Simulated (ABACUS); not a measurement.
**Geometry relaxation, with input and output: GaN (part 1 of 2)**

The run: geometry relaxation of GaN (2 atoms in the cell). Method and program: Kohn-Sham DFT of a periodic cell, PBE, Ansatz NC PBE, no spin polarisation (ABACUS 3.10.1).

The structure derives from a Materials Project entry.

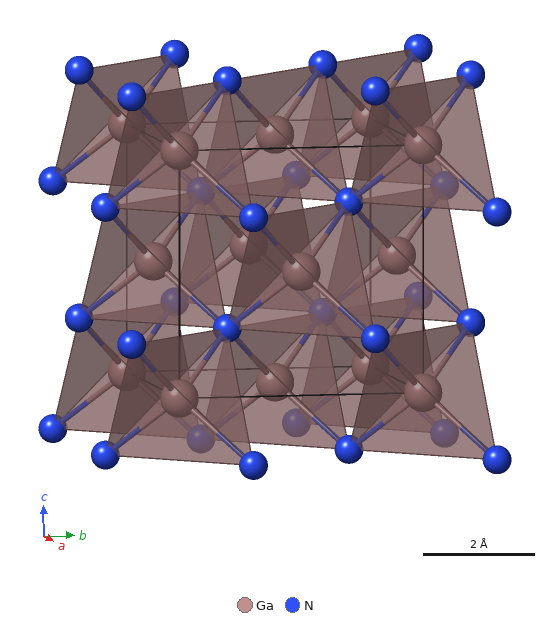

**Figure 1.** The structure as given in the input (polyhedral view of the cell 4 times as large as that of the calculation, set on its symmetry axes, seen slightly off an axis; polyhedra are completed across the faces of the cell).

## Input file
```python
"""ABACUS run from a structure file: ASE reads it, the script writes STRU, KPT and INPUT."""
import re
import subprocess
from ase.io import read
from ase.units import Bohr

atoms = read("GaN.cif")
atoms = atoms[(-atoms.numbers).argsort(kind="stable")]  # ABACUS lists atoms element by element
pseudo = {'Ga': 'Ga.upf', 'N': 'N.upf'}
orbital = {}
magmoms = None
kmesh = [8, 8, 8]
params = {
    'suffix': 'GaN',
    'calculation': 'cell-relax',
    'basis_type': 'pw',
    'pseudo_dir': './',
    'symmetry': 1,
    'dft_functional': 'pbe',
    'ecutwfc': 92,
    'pseudo_rcut': 10,
    'nspin': 1,
    'nbands': 13,
    'ks_solver': 'dav',
    'smearing_method': 'fd',
    'smearing_sigma': 0.00367493,
    'scf_thr': 1e-08,
    'scf_nmax': 100,
    'mixing_type': 'broyden',
    'mixing_beta': 0.7,
    'cal_force': 1,
    'cal_stress': 1,
    'relax_nmax': 60,
    'force_thr_ev': 0.005,
    'relax_method': 'cg',
    'out_stru': 1,
    'stress_thr': 0.2,
    'kpar': 4,
}

symbols = atoms.get_chemical_symbols()
elements = list(dict.fromkeys(symbols))
lines = ["ATOMIC_SPECIES"] + [f"{e} {atoms.get_masses()[symbols.index(e)]:.4f} {pseudo[e]}" for e in elements]
if orbital:
    lines += ["", "NUMERICAL_ORBITAL"] + [orbital[e] for e in elements]
lines += ["", "LATTICE_CONSTANT", f"{1 / Bohr:.10f}", "", "LATTICE_VECTORS"]
lines += [" ".join(f"{x:.10f}" for x in v) for v in atoms.cell]
lines += ["", "ATOMIC_POSITIONS", "Direct"]
for e in elements:
    lines += ["", e, "0.0", str(symbols.count(e))]
    for i, p in enumerate(atoms.get_scaled_positions(wrap=False)):
        if symbols[i] == e:
            mag = "" if magmoms is None else " mag " + " ".join(str(x) for x in (magmoms[i] if isinstance(magmoms[i], list) else [magmoms[i]]))
            lines.append(" ".join(f"{x:.10f}" for x in p) + " 1 1 1" + mag)
open("STRU", "w").write("\n".join(lines) + "\n")
open("KPT", "w").write("K_POINTS\n0\nGamma\n%d %d %d 0 0 0\n" % tuple(kmesh))
open("INPUT", "w").write("INPUT_PARAMETERS\n" + "".join(f"{k:<20s}{v}\n" for k, v in params.items()))

done = subprocess.run(['mpirun', '-np', '4', 'abacus'])
if done.returncode:
    raise SystemExit(done.returncode)
log = open("OUT.GaN/running_cell-relax.log").read()
print("final energy (eV):", re.findall(r"FINAL_ETOT_IS (\S+)", log))
```

## File GaN.cif
```
data_GaN
_cell_length_a 3.18693112
_cell_length_b 3.18693112
_cell_length_c 3.18693112
_cell_angle_alpha 60.00000000
_cell_angle_beta 60.00000000
_cell_angle_gamma 60.00000000
_space_group_name_H-M_alt 'P1'
_space_group_name_Hall 'P 1'
_space_group_IT_number 1
loop_
_space_group_symop_operation_xyz
'x,y,z'
loop_
_atom_site_label
_atom_site_type_symbol
_atom_site_symmetry_multiplicity
_atom_site_Wyckoff_symbol
_atom_site_fract_x
_atom_site_fract_y
_atom_site_fract_z
_atom_site_occupancy
Ga1 Ga 1 a 0.0000000000 0.0000000000 0.0000000000 1
N1 N 1 a 0.2500000000 0.2500000000 0.2500000000 1
```

## File INPUT
```
INPUT_PARAMETERS
suffix              GaN
calculation         cell-relax
basis_type          pw
pseudo_dir          ./
symmetry            1
dft_functional      pbe
ecutwfc             92
pseudo_rcut         10
nspin               1
nbands              13
ks_solver           dav
smearing_method     fd
smearing_sigma      0.00367493
scf_thr             1e-08
scf_nmax            100
mixing_type         broyden
mixing_beta         0.7
cal_force           1
cal_stress          1
relax_nmax          60
force_thr_ev        0.005
relax_method        cg
out_stru            1
stress_thr          0.2
kpar                4
```

## File STRU
```
ATOMIC_SPECIES
Ga 69.7230 Ga.upf
N 14.0070 N.upf

LATTICE_CONSTANT
1.8897261258

LATTICE_VECTORS
3.1869311200 0.0000000000 0.0000000000
1.5934655600 2.7599633100 0.0000000000
1.5934655600 0.9199877700 2.6021183631

ATOMIC_POSITIONS
Direct

Ga
0.0
1
0.0000000000 0.0000000000 0.0000000000 1 1 1

N
0.0
1
0.2500000000 0.2500000000 0.2500000000 1 1 1
```

## File KPT
```
K_POINTS
0
Gamma
8 8 8 0 0 0
```

Machine: 4 threads of Intel Xeon @ 2.50GHz (Skylake/Cascade Lake), 16 GiB of memory available, shared host.

Launch command:
```bash
OMP_NUM_THREADS=1 python run_abacus.py > log
```

## What the program printed
```
ABACUS v3.10.1

               Atomic-orbital Based Ab-initio Computation at UStc

 ------------------------------------------------------------------------------------

 READING GENERAL INFORMATION
                           global_out_dir = OUT.GaN/
                           global_in_card = INPUT
                               pseudo_dir = ./
                              orbital_dir =
                                    DSIZE = 4
                                    GSIZE = 1

 READING UNITCELL INFORMATION
                                    ntype = 2
                  lattice constant (Bohr) = 1.88973
              lattice constant (Angstrom) = 1

 READING ATOM TYPE 1
                               atom label = Ga
                      L=0, number of zeta = 1
                      L=1, number of zeta = 1
                      L=2, number of zeta = 1
             number of atom for this type = 1

 READING ATOM TYPE 2
                               atom label = N
                      L=0, number of zeta = 1
                      L=1, number of zeta = 1
                      L=2, number of zeta = 1
             number of atom for this type = 1

                        TOTAL ATOM NUMBER = 2
DIRECT COORDINATES
    atom                   x                   y                   z     mag                  vx                  vy                  vz
taud_Ga1            0.0000000000        0.0000000000        0.0000000000  0.0000        0.0000000000        0.0000000000        0.0000000000
taud_N1            0.2500000000        0.2500000000        0.2500000000  0.0000        0.0000000000        0.0000000000        0.0000000000

                          Volume (Bohr^3) = 154.454
                             Volume (A^3) = 22.8877

 Lattice vectors: (Cartesian coordinate: in unit of a_0)
             +3.18693                  +0                  +0
             +1.59347            +2.75996                  +0
             +1.59347           +0.919988            +2.60212
 Reciprocal vectors: (Cartesian coordinate: in unit of 2 pi/a_0)
            +0.313781           -0.181162           -0.128101
                   -0           +0.362324           -0.128101
                   +0                  -0           +0.384302
 The esolver type has been set to : ksdft_pw

                PAO radial cut off (Bohr) = 10

 Read in pseudopotential file is Ga.upf
                     pseudopotential type = NC
          exchange-correlation functional = PBE
                 nonlocal core correction = 1
                        valence electrons = 13
                                     lmax = 2
                           number of zeta = 3
                     number of projectors = 6
                           L of projector = 0
                           L of projector = 0
                           L of projector = 1
                           L of projector = 1
                           L of projector = 2
                           L of projector = 2
                PAO radial cut off (Bohr) = 10

 Read in pseudopotential file is N.upf
                     pseudopotential type = NC
          exchange-correlation functional = PBE
                 nonlocal core correction = 1
                        valence electrons = 5
                                     lmax = 1
                           number of zeta = 2
                     number of projectors = 4
                           L of projector = 0
                           L of projector = 0
                           L of projector = 1
                           L of projector = 1
     initial pseudo atomic orbital number = 13

 SETUP THE ELECTRONS NUMBER
            electron number of element Ga = 13
      total electron number of element Ga = 13
             electron number of element N = 5
       total electron number of element N = 5
            AUTOSET number of electrons:  = 18
                           occupied bands = 9
                                   NBANDS = 13
                                   NLOCAL = 18

%%%%%%%%%%%%%%%%%%%%%%%%%%%%%%%%%%%%%%%%%%%%%%%%%%%%%%%%%%%%%%%%%%%%%%%%%%%%%%%%%%%%%%%%%%%%%%%%%%%%%%%%%%
 Warning: the number of valence electrons in pseudopotential > 3 for Ga: [Ar] 3d10 4s2 4p1
 Pseudopotentials with additional electrons can yield (more) accurate outcomes, but may be less efficient.
 If you're confident that your chosen pseudopotential is appropriate, you can safely ignore this warning.
%%%%%%%%%%%%%%%%%%%%%%%%%%%%%%%%%%%%%%%%%%%%%%%%%%%%%%%%%%%%%%%%%%%%%%%%%%%%%%%%%%%%%%%%%%%%%%%%%%%%%%%%%%

 SETUP THE PLANE WAVE BASIS
 energy cutoff for charge/potential (unit:Ry) = 368
            fft grid for charge/potential = [ 40, 40, 40 ]
                        fft grid division = [ 1, 1, 1 ]
        big fft grid for charge/potential = [ 40, 40, 40 ]
                                     nbxx = 64000
                                     nrxx = 64000

 SETUP PLANE WAVES FOR CHARGE/POTENTIAL
                    number of plane waves = 18499
                         number of sticks = 925

 PARALLEL PW FOR CHARGE/POTENTIAL
     PROC   COLUMNS(POT)             PW
        1            925          18499
 --------------- sum -------------------
        1            925          18499
                            number of |g| = 228
                                  max |g| = 33.2791
                                  min |g| = 0

----------- Double Check Mixing Parameters Begin ------------
mixing_type: broyden
mixing_beta: 0.7
mixing_gg0: 1
mixing_gg0_min: 0.1
mixing_ndim: 8
----------- Double Check Mixing Parameters End ------------

 LATTICE VECTORS: (CARTESIAN COORDINATE: IN UNIT OF A0)
             +3.18693                  +0                  +0
             +1.59347            +2.75996                  +0
             +1.59347           +0.919988            +2.60212
                       right hand lattice = 1
                                   NORM_A = 3.18693
                                   NORM_B = 3.18693
                                   NORM_C = 3.18693
                           ALPHA (DEGREE) = 60
                           BETA  (DEGREE) = 60
                           GAMMA (DEGREE) = 60

 The lattice vectors have been changed (STRU_SIMPLE.cif)

(for optimal symmetric configuration:)
                             BRAVAIS TYPE = 3
                     BRAVAIS LATTICE NAME = 03. Cubic F (face-centered)
                                    ibrav = 3
                                    IBRAV = 3
                                  BRAVAIS = FACE CENTERED CUBIC
                       LATTICE CONSTANT A = 4.507
Original cell was already a primitive cell.
                        ROTATION MATRICES = 48
              PURE POINT GROUP OPERATIONS = 24
                   SPACE GROUP OPERATIONS = 24
                                       C2 = 3
                                       C3 = 8
                                       C4 = 0
                                       C6 = 0
                                       S1 = 6
                                       S3 = 0
                                       S4 = 6
                                       S6 = 0
                              POINT GROUP = T_d
                                       C2 = 3
                                       C3 = 8
                                       C4 = 0
                                       C6 = 0
                                       S1 = 6
                                       S3 = 0
                                       S4 = 6
                                       S6 = 0
               POINT GROUP IN SPACE GROUP = T_d

 SETUP K-POINTS
                                    nspin = 1
                   Input type of k points = Monkhorst-Pack(Gamma)
                                   nkstot = 512
                       right hand lattice = 1
(for reciprocal lattice: )
                             BRAVAIS TYPE = 2
                     BRAVAIS LATTICE NAME = 02. Cubic I (body-centered)
                                    ibrav = 2
                       right hand lattice = 1
(for k-lattice: )
                             BRAVAIS TYPE = 2
                     BRAVAIS LATTICE NAME = 02. Cubic I (body-centered)
                                    ibrav = 2
                       right hand lattice = 1
                        ROTATION MATRICES = 48
                               nkstot_ibz = 29
K-POINTS REDUCTION ACCORDING TO SYMMETRY
     IBZ    DIRECT_X    DIRECT_Y    DIRECT_Z  WEIGHT  ibz2bz
       1  0.00000000  0.00000000  0.00000000  0.0020       0
       2  0.12500000  0.12500000  0.12500000  0.0156       1
       3  0.25000000  0.25000000  0.25000000  0.0156       2
       4  0.37500000  0.37500000  0.37500000  0.0156       3
       5  0.50000000  0.50000000  0.50000000  0.0078       4
       6  0.12500000  0.12500000  0.00000000  0.0117       9
       7  0.25000000  0.25000000  0.12500000  0.0469      10
       8  0.37500000  0.37500000  0.25000000  0.0469      11
       9  0.50000000  0.50000000  0.37500000  0.0469      12
      10  0.50000000  0.37500000  0.37500000  0.0469      13
      11  0.37500000  0.25000000  0.25000000  0.0469      14
      12  0.12500000  0.12500000  0.25000000  0.0234      15
      13  0.25000000  0.25000000  0.00000000  0.0117      18
      14  0.37500000  0.37500000  0.12500000  0.0469      19
      15  0.50000000  0.50000000  0.25000000  0.0469      20
      16 -0.37500000  0.37500000  0.37500000  0.0469      21
      17  0.50000000  0.25000000  0.25000000  0.0234      22
      18  0.37500000  0.37500000  0.00000000  0.0117      27
      19  0.50000000  0.50000000  0.12500000  0.0469      28
      20 -0.25000000  0.37500000  0.37500000  0.0234      29
      21  0.50000000  0.50000000  0.00000000  0.0059      36
      22  0.37500000  0.25000000  0.12500000  0.0469      83
      23  0.50000000  0.37500000  0.25000000  0.0938      84
      24  0.50000000  0.37500000 -0.37500000  0.0469      85
      25  0.50000000  0.37500000  0.12500000  0.0469      92
      26  0.50000000  0.37500000 -0.25000000  0.0938      93
      27 -0.37500000  0.37500000  0.25000000  0.0469      94
      28 -0.12500000  0.50000000  0.37500000  0.0234     101
      29  0.50000000  0.25000000 -0.25000000  0.0117     166

                               nkstot now = 29
[... K-POINTS DIRECT COORDINATES: 29 rows ...]

           k-point number in this process = 8
       minimum distributed K point number = 7
[... stars of the k points ...]

[... K-POINTS CARTESIAN COORDINATES: 8 rows ...]

[... K-POINTS DIRECT COORDINATES: 8 rows ...]

 SETUP PLANE WAVES FOR WAVE FUNCTIONS
     energy cutoff for wavefunc (unit:Ry) = 92
              fft grid for wave functions = [ 40, 40, 40 ]
                    number of plane waves = 2741
                         number of sticks = 253

 PARALLEL PW FOR WAVE FUNCTIONS
     PROC   COLUMNS(POT)             PW
        1            253           2741
 --------------- sum -------------------
        1            253           2741

 SETUP NONLOCAL PSEUDOPOTENTIALS IN PLANE WAVE BASIS
 Ga non-local projectors:
 projector 1 L=0
 projector 2 L=0
 projector 3 L=1
 projector 4 L=1
 projector 5 L=2
 projector 6 L=2
 N non-local projectors:
 projector 1 L=0
 projector 2 L=0
 projector 3 L=1
 projector 4 L=1
      TOTAL NUMBER OF NONLOCAL PROJECTORS = 26

 Init Non-Local PseudoPotential table :
 Init Non-Local-Pseudopotential done.

                                     npwx = 2332

 Make real space PAO into reciprocal space.
       max mesh points in Pseudopotential = 1001
     dq(describe PAO in reciprocal space) = 0.01
                                    max q = 1926

 number of pseudo atomic orbitals for Ga is 3
WARNING: norm of atomic wavefunction # 2 of atomic type Ga is 0.999997, renormalized
WARNING: norm of atomic wavefunction # 3 of atomic type Ga is 0.998668, renormalized

 number of pseudo atomic orbitals for N is 2
WARNING: norm of atomic wavefunction # 2 of atomic type N is 0.999999, renormalized

 -------------------------------------------
 STEP OF RELAXATION : 1
 -------------------------------------------
                                 init_chg = atomic

 PW ALGORITHM --------------- ION=   1  ELEC=   1--------------------------------

 Density error is 0.524321506193
                          Error Threshold = 0.01
----------------------------------------------------------
     Energy           Rydberg                 eV
----------------------------------------------------------
 E_KohnSham     -174.4386322918      -2373.3593504959
 E_Harris       -174.5302167099      -2374.6054204300
 E_Fermi        0.7399008938         10.0668681114
----------------------------------------------------------

 PW ALGORITHM --------------- ION=   1  ELEC=   2--------------------------------

 Density error is 0.324609898838
                          Error Threshold = 0.00291289725663
----------------------------------------------------------
     Energy           Rydberg                 eV
----------------------------------------------------------
 E_KohnSham     -174.5956619656      -2375.4958488134
 E_Harris       -174.8375950802      -2378.7875177072
 E_Fermi        0.9395370539         12.7830574158
----------------------------------------------------------

 PW ALGORITHM --------------- ION=   1  ELEC=   3--------------------------------

 Density error is 0.00198086275539
                          Error Threshold = 0.00180338832688
----------------------------------------------------------
     Energy           Rydberg                 eV
----------------------------------------------------------
 E_KohnSham     -174.6570394176      -2376.3309318900
 E_Harris       -174.5820251162      -2375.3103099594
 E_Fermi        0.8401919161         11.4313974721
----------------------------------------------------------

 PW ALGORITHM --------------- ION=   1  ELEC=   4--------------------------------

 Density error is 0.000121981610704
                          Error Threshold = 1.10047930855e-05
----------------------------------------------------------
     Energy           Rydberg                 eV
----------------------------------------------------------
 E_KohnSham     -174.6572750262      -2376.3341375098
 E_Harris       -174.6836609588      -2376.6931365402
 E_Fermi        0.8439468809         11.4824863899
```
